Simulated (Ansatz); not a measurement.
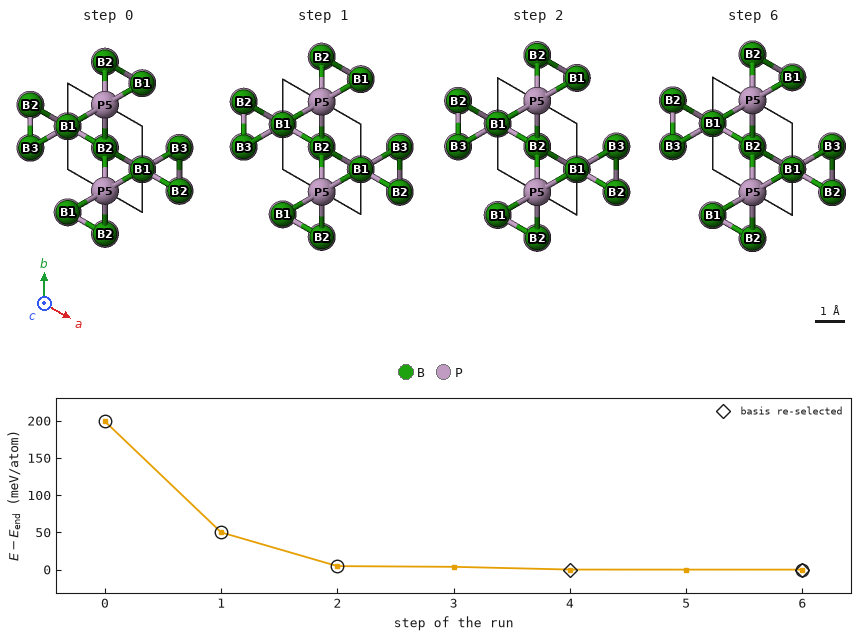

Frames of a relaxation of a crystal of BP (a generated structure, set up in P6_222) (coarse preliminary run), marked on the history of the run. Style: ball-and-stick. Shown: the cell of the calculation, along the c axis.

The calculation used Ansatz 0.2.0, DFT PBE, scalar-relativistic, plane waves, PAW. Settings: plane-wave cutoff 420 eV; k-point mesh 6 × 6 × 4; occupations gaussian; smearing width 0.1 eV; no spin polarisation; cell and atoms relaxed; force threshold 0.04 eV/Å; at most 70 steps.

Describe the path.

Answer. No atom moves by more than 0.005 Å relative to the cell. The drawn cell changes as follows: a = b 3.068 → 3.278 Å (+6.8 %), c 6.720 → 6.994 Å (+4.1 %); the volume changes by +18.8 %. Among the contacts that change: B–P 1.899 → 2.011 Å. The space group stays P6_222 (No. 180). Over 4 accepted moves (6 points after the start) the energy falls by 199 meV per atom. All forces vanish by symmetry, so only the cell relaxes. Pressure: 41.41 GPa at the start and 0.01 GPa at the end. At 2 points the geometry stayed and the basis and grid were re-selected for the new cell (energy shift of 3.7 meV per atom at most each time). From step 0 to 1: volume +9.1 %, energy −149 meV per atom. From step 1 to 2: volume +7.3 %, energy −45.3 meV per atom. From step 2 to 6: volume +1.5 %, energy −4.7 meV per atom.
